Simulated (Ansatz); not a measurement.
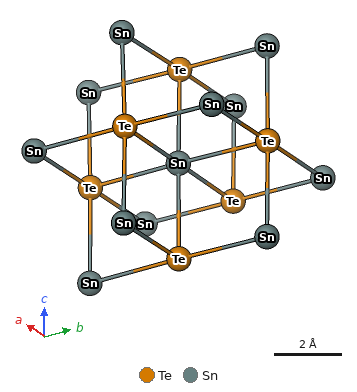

A defect cell of composition Te32Sn31 (cell charge +1), before the relaxation. A ball-and-stick model of the atoms within 5.0 Å of the atom that moves most (axes of the cell of the calculation), seen from a free direction.

The atoms of the start lie slightly off their symmetric places, so part of the fall in energy undoes that.

Level of theory: DFT, PBEsol, PAW, plane waves in Ansatz 0.2.0.

Settings: plane-wave cutoff 420 eV; k-point mesh 1 × 1 × 1; mesh shifted by (0.25, 0.25, 0.25); collinear spin; atoms relaxed in a fixed cell; force threshold 0.03 eV/Å; at most 80 steps.

```xyz
63
Lattice="12.5690 0.0000 0.0000 0.0000 12.5690 0.0000 0.0000 0.0000 12.5690" Properties=species:S:1:pos:R:3 pbc="T T T"
Te    3.1435    0.0097    0.0274
Te    3.1105   12.5654    6.2911
Te    3.1338    6.3202   12.5532
Te    3.1424    6.3229    6.2692
Te    9.3834    0.0167    0.0357
Te    9.4099   12.5656    6.2758
Te    9.4011    6.3080   12.5598
Te    9.4552    6.3145    6.2864
Te    0.0068    3.1461   12.5593
Te   12.5650    3.1496    6.2732
Te   12.5651    9.4216    0.0020
Te   12.5672    9.4271    6.3272
Te    6.2496    3.1453    0.0151
Te    6.2532    3.1473    6.2911
Te    6.2628    9.4211   12.5446
Te    6.2527    9.4648    6.2839
Te   12.5688   12.5644    3.1556
Te    0.0309    0.0434    9.4091
Te   12.5559    6.2746    3.1597
Te   12.5462    6.3246    9.4591
Te    6.2693    0.0024    3.1199
Te    6.2968   12.5340    9.4108
Te    6.2773    6.2968    3.1543
Te    6.2936    6.2699    9.4269
Te    3.1568    3.1774    3.1693
Te    3.1532    3.1666    9.3930
Te    3.1698    9.4067    3.1404
Te    3.1184    9.4165    9.4085
Te    9.3993    3.1679    3.1566
Te    9.4178    3.1594    9.4114
Te    9.4288    9.4048    3.1588
Te    9.4138    9.4327    9.4449
Sn    0.0237   12.5656    0.0243
Sn   12.5499   12.5652    6.2805
Sn    0.0067    6.2389   12.5627
Sn   12.5510    6.2831    6.2752
Sn    6.2460    0.0388    0.0418
Sn    6.2993    0.0119    6.3094
Sn    6.2579    6.2787    0.0026
Sn    3.1442    3.1538    0.0286
Sn    3.1542    3.1447    6.3016
Sn    3.1430    9.4178   12.5655
Sn    3.1555    9.4387    6.2560
Sn    9.4449    3.1131   12.5537
Sn    9.4209    3.1461    6.2528
Sn    9.4448    9.4258   12.5690
Sn    9.4376    9.4186    6.2755
Sn    3.1652    0.0002    3.1551
Sn    3.0953    0.0004    9.4602
Sn    3.1786    6.2881    3.1458
Sn    3.1486    6.2267    9.4116
Sn    9.4370    0.0055    3.1043
Sn    9.4252    0.0008    9.4444
Sn    9.4420    6.2934    3.1295
Sn    9.4325    6.2831    9.4568
Sn    0.0272    3.1247    3.1314
Sn   12.5526    3.1200    9.4155
Sn   12.5575    9.3848    3.1264
Sn    0.0314    9.4323    9.4157
Sn    6.2738    3.1474    3.1603
Sn    6.2953    3.1544    9.4226
Sn    6.3055    9.3964    3.1751
Sn    6.3148    9.4548    9.4209
```

Question: Predict the outcome.

Answer: The largest move is that of Sn55, 0.10 Å along [−2 0 −3]. By element the largest moves are Sn 0.10 Å, Te 0.06 Å. The cell stays as it was. Near-neighbour distances that change, for instance: Te7–Sn55 3.103 → 3.192 Å, Te24–Sn63 3.185 → 3.099 Å, Te20–Sn55 3.114 → 3.192 Å, Te8–Sn55 3.171 → 3.094 Å. Among the angles between lasting bonds that change: Te7–Sn55–Te20 90.5° → 88.1°, Te7–Sn55–Te30 91.3° → 89.1°. Over 3 geometry steps the energy falls by 0.220 eV per cell of the calculation. The largest force component goes from 0.27 to 0.028 eV/Å. The program noted that the starting moments weren't kept. The run took 16 s on 1 × NVIDIA GB300 Max-Q with 8 threads of Arm Neoverse-V2, peak memory 2.6 GiB.

The end point in the same view:

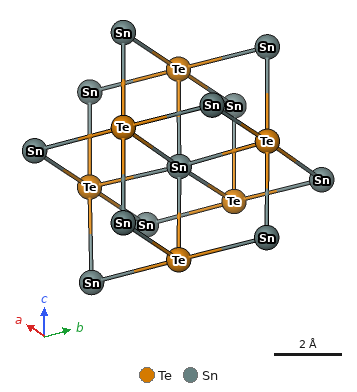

Limits of the set-up: the cell is charged, on a uniform background, and energies carry no finite-size correction.
